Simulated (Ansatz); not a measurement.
Single-point calculation of Si (part 2 of 2)

The same run, continued: Si (54 atoms in the cell); DFT PBE, scalar-relativistic, plane waves, PAW, no spin polarisation (Ansatz 0.2.0); cutoff 420 eV, 2×2×2 k-mesh, Gaussian smearing of 0.01 eV. The structure derives from an entry of the Crystallography Open Database.

### Output, continued
```
  k-point 0: bands = ["-5.8026", "-4.4529", "-4.4529", "-4.4529", "-4.4529", "-4.4529", "-4.4529", "-4.4529", "-4.4529", "-3.9332", "-3.9332", "-3.9332", "-3.9332", "-3.9332", "-3.9332", "-2.6070", "-2.6070", "-2.6070", "-2.6070", "-2.6070", "-2.6070", "-2.6070", "-2.6070", "-2.6070", "-2.6070", "-2.6070", "-2.6070", "-0.7024", "-0.7024", "-0.7024", "-0.7024", "-0.7024", "-0.7024", "-0.7024", "-0.7024", "-0.7024", "-0.7024", "-0.7024", "-0.7024", "0.7420", "0.7420", "0.7420", "0.7420", "0.7420", "0.7420", "0.7420", "0.7420", "1.0205", "1.0205", "1.0205", "1.0205", "1.0205", "1.0205", "1.7016", "1.7016", "1.7016", "1.7016", "1.7016", "1.7016", "1.7016", "1.7016", "1.7016", "1.7016", "1.7016", "1.7016", "3.6447", "3.6447", "3.6447", "3.6447", "3.6447", "3.6447", "3.6447", "3.6447", "3.6447", "3.6447", "3.6447", "3.6447", "3.9428", "3.9428", "3.9428", "3.9428", "3.9428", "3.9428", "3.9428", "3.9428", "3.9428", "3.9428", "3.9428", "3.9428", "5.0298", "5.0298", "5.0298", "5.0298", "5.0298", "5.0298", "5.0298", "5.0298", "5.0298", "5.0298", "5.0298", "5.0298", "5.0298", "5.0298", "5.0298", "5.0298", "6.0140", "6.0140", "6.0140", "6.7674", "6.7674", "6.7674", "6.7674", "6.7674", "6.7674", "7.5967", "7.5967", "7.5967", "7.5967", "7.5967", "7.5967", "7.5967", "7.5967", "7.5967", "7.5967", "7.5967", "7.5967", "7.6985", "7.6985", "7.6985", "7.6985", "7.6985", "7.6985", "7.6985", "7.6985", "8.0310", "8.0310", "8.0310", "8.0310", "8.0310", "8.0310", "8.5627", "8.5627", "8.5627", "9.1335", "9.5107", "9.5107", "9.5107", "9.5107", "9.5107", "9.5107", "9.5107", "9.5107", "9.5107", "9.5107", "9.5107", "9.5107", "9.5107", "9.5107", "9.5107", "9.5107", "11.7880", "11.7880"]
  k-point 1: bands = ["-5.4480", "-5.4480", "-4.5275", "-4.5275", "-4.5275", "-4.5275", "-4.5275", "-4.5275", "-3.7396", "-3.7396", "-3.7396", "-3.7396", "-3.7396", "-3.7396", "-3.5248", "-2.7935", "-2.7935", "-2.7935", "-2.7935", "-2.7935", "-2.7935", "-2.5978", "-2.5978", "-2.5978", "-2.5978", "-2.5978", "-2.5978", "-0.8566", "-0.7685", "-0.7685", "-0.7685", "-0.7685", "-0.7685", "-0.7685", "-0.5065", "-0.5065", "-0.5065", "-0.5065", "-0.5065", "-0.5065", "0.0722", "0.0722", "0.0722", "0.0722", "0.0722", "0.0722", "1.6082", "1.6082", "1.6082", "1.6082", "1.6082", "1.6082", "2.0873", "2.0873", "2.0873", "2.0873", "2.0873", "2.0873", "2.4625", "2.4625", "2.4625", "2.4625", "2.4625", "2.4625", "3.0199", "3.0199", "3.0199", "3.0199", "3.0199", "3.0199", "3.3148", "3.3148", "3.3148", "3.3148", "3.3148", "3.3148", "3.5098", "3.5098", "3.5098", "3.5098", "3.5098", "3.5098", "3.6482", "3.6482", "4.0512", "4.0512", "4.0512", "4.0512", "4.0512", "4.0512", "4.3032", "4.3032", "4.3032", "4.3032", "4.3032", "4.3032", "4.7391", "4.7391", "4.7391", "4.7391", "4.7391", "4.7391", "4.8336", "4.8336", "5.5722", "5.5722", "5.5722", "5.5722", "7.1056", "7.1056", "7.1056", "7.1056", "7.1056", "7.1056", "7.4729", "7.9771", "7.9771", "7.9771", "7.9771", "7.9771", "7.9771", "8.2910", "8.2910", "8.4330", "8.4330", "8.4330", "8.4330", "8.4330", "8.4330", "8.7317", "8.7317", "8.7317", "8.7317", "8.7317", "8.7317", "9.1986", "9.1986", "9.1986", "9.1986", "9.3574", "9.3574", "9.3752", "9.3752", "9.3752", "9.3752", "9.3752", "9.3752", "9.5252", "9.5252", "9.5252", "9.5252", "9.5252", "9.5252", "10.0121", "10.0121", "10.0121", "10.0121", "10.0121", "10.0121", "10.0913", "10.0913", "10.0913"]
  k-point 2: bands = ["-5.3272", "-5.3272", "-4.8709", "-4.8709", "-4.8709", "-4.8709", "-3.5575", "-3.5575", "-3.5575", "-3.5575", "-3.5575", "-3.5575", "-3.5575", "-3.5575", "-3.3651", "-3.3651", "-3.3651", "-3.3651", "-3.3651", "-3.3651", "-3.3651", "-3.3651", "-1.7352", "-1.7352", "-1.6221", "-1.6221", "-1.6221", "-1.6221", "-1.6221", "-1.6221", "-1.6221", "-1.6221", "-0.5122", "-0.5122", "-0.5122", "-0.5122", "-0.5122", "-0.5122", "-0.5122", "-0.5122", "0.4031", "0.4031", "0.4031", "0.4031", "0.4031", "0.4031", "0.4031", "0.4031", "2.3141", "2.3141", "2.3141", "2.3141", "2.4519", "2.4519", "2.4519", "2.4519", "2.4519", "2.4519", "2.4519", "2.4519", "2.5216", "2.5216", "2.5216", "2.5216", "2.5216", "2.5216", "2.5216", "2.5216", "3.2173", "3.2173", "3.2800", "3.2800", "3.2800", "3.2800", "3.2800", "3.2800", "3.2800", "3.2800", "3.6545", "3.6545", "3.6545", "3.6545", "3.7685", "3.7685", "3.7685", "3.7685", "3.7685", "3.7685", "3.7685", "3.7685", "3.9570", "3.9570", "4.2712", "4.2712", "4.2712", "4.2712", "4.2712", "4.2712", "4.2712", "4.2712", "4.8474", "4.8474", "4.8474", "4.8474", "5.4561", "5.4561", "5.4561", "5.4561", "6.7615", "6.7615", "7.7218", "7.7218", "8.0479", "8.0479", "8.0479", "8.0479", "8.0479", "8.0479", "8.0479", "8.0479", "8.7609", "8.7609", "8.7609", "8.7609", "8.7609", "8.7609", "8.7609", "8.7609", "8.8537", "8.8537", "8.8537", "8.8537", "8.8537", "8.8537", "8.8537", "8.8537", "8.9835", "8.9835", "8.9835", "8.9835", "9.5425", "9.5425", "9.5425", "9.5425", "9.7291", "9.7291", "9.7291", "9.7291", "9.7291", "9.7291", "9.7291", "9.7291", "9.8213", "9.8213", "9.8213", "9.8213", "10.0692", "10.0692", "10.0692", "10.0692", "10.0692", "10.0692"]
```

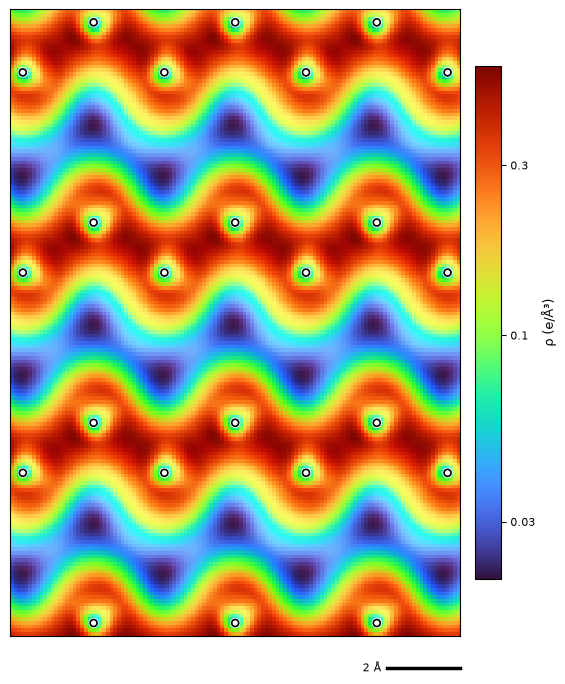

Fig. 1: Valence electron density on the (101̄) plane of the calculation cell. Circles mark the nuclei in the plane (Si). Atoms in the plane: Si. Si–Si (2.37 Å): ρ is about 0.56 e/Å³ halfway, a local maximum along the line. Away from the nuclei the density in this plane falls to 0.02 e/Å³ at its lowest. Core electrons are frozen (PAW), so the fields are smoothed inside the atomic spheres.

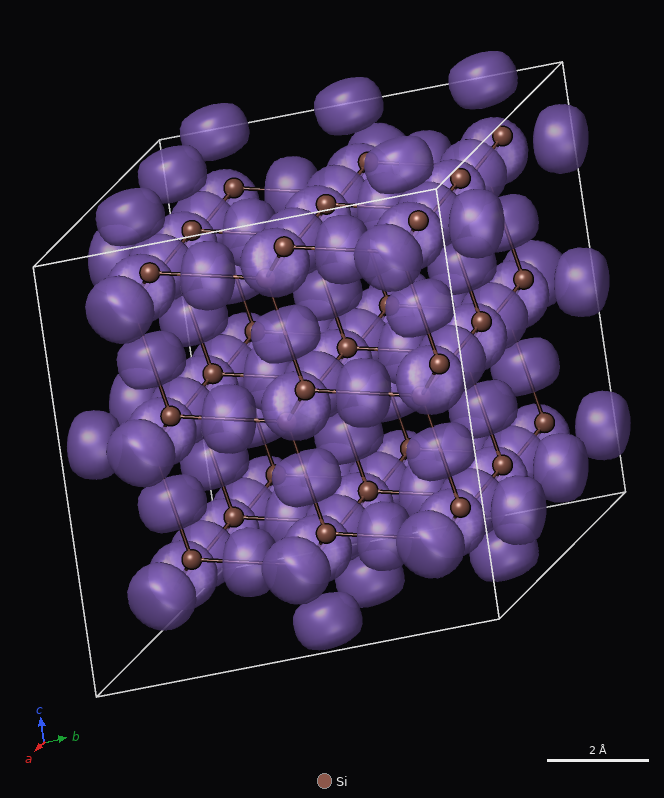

Fig. 2: Isosurface of the ELF at 0.8 (purple), seen slightly off an axis. Core shells and regions of very low density are left out. Sticks mark near contacts. The outline is the calculation cell. Values along the shortest contacts: Si–Si (2.37 Å): the ELF peaks at about 0.95 between the atoms, which marks a covalent bond.
